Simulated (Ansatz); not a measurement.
```
H
1.0
     3.40462    0.00000    0.00000
     0.00000    3.40462    0.00000
     0.00000    0.00000    4.26668
H
4
Direct
  0.00000 0.00000 0.90258
  0.50000 0.50000 0.40258
  0.00000 0.00000 0.09742
  0.50000 0.50000 0.59742
```

Space group I4/mmm; a structure from a database of computed crystals, not necessarily the ambient phase; changed on purpose from its base cell (strained and moved within the space group); not relaxed (largest force 1.9 eV/Å); computed pressure about −3 GPa in this cell.

Method: DFT PBEsol, scalar-relativistic, plane waves, PAW (Ansatz 0.2.0).

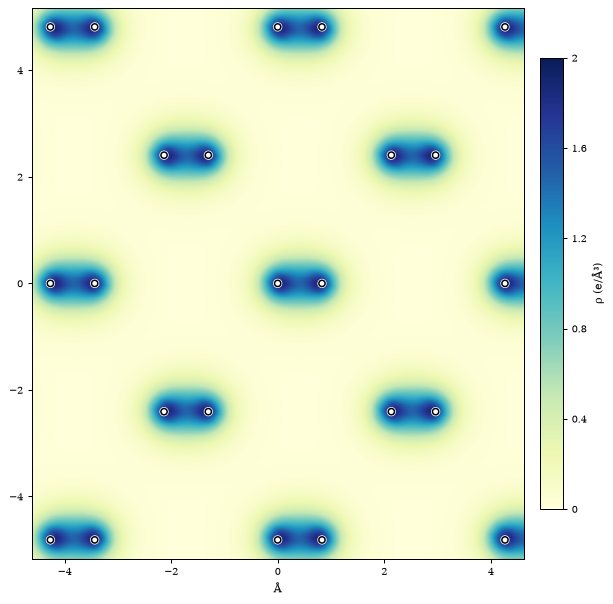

H. Valence pseudo-density on the (11̄0) plane of the conventional cell. Circles mark the nuclei in the plane (H).

In a PAW calculation such maps are meaningful between the atoms, not at the nuclei.

Question: Describe what can be read from this map.

Answer:
- The section cuts through H sites.
- H–H (0.83 Å): ρ at the midpoint is about 1.5 e/Å³.
- Between the atoms the lowest density in this plane is 0.004 e/Å³.

Question: Metal or insulator at this level of theory?

Answer: It is gapped, with a Kohn–Sham gap of 7.9 eV on the k-point mesh, an upper bound to the gap of this method.
